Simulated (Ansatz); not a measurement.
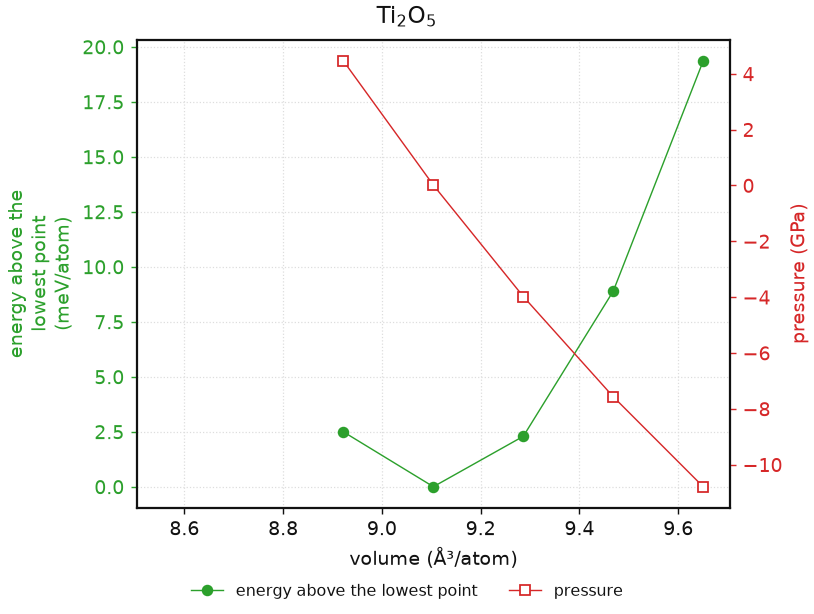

The figure shows the energy above the lowest point and pressure against volume for Ti₂O₅, space group Pn-3m (No. 224) (one of a set of cubic test structures, which need not be the stable phase).

Method: equation of state of a cubic crystal from periodic Kohn-Sham density functional theory without spin, third-order Birch-Murnaghan fit to the free energies; pressure corrected for the finite basis (Ansatz 0.2.0 development build). Level: PBE.

- structure type: cubic X2O5
- atoms in cell: 14
- space group number: 224
- lattice centring: simple cubic
- k mesh: 22×22×22
- occupation method: Fermi–Dirac
- occupation width: 0.06123 eV
- wave cutoff: 420 eV
- datasets: soft-1 PAW
- density tolerance: 1.3e−07 eV
- bands: 68
- density cutoff ratio: 4
- search for lower states: default

The points at volume 8.5580 Å³/atom and 8.7401 Å³/atom are left out of the plot. What values does the calculation give there?

| volume (Å³/atom) | energy above the lowest point (meV/atom) | pressure (GPa) |
| --- | --- | --- |
| 8.5580 | 24.1 | 14.9 |
| 8.7401 | 10.3 | 9.4 |

Note: cubic model structure, not the ambient form; no spin polarisation, a magnetic state may lie lower.
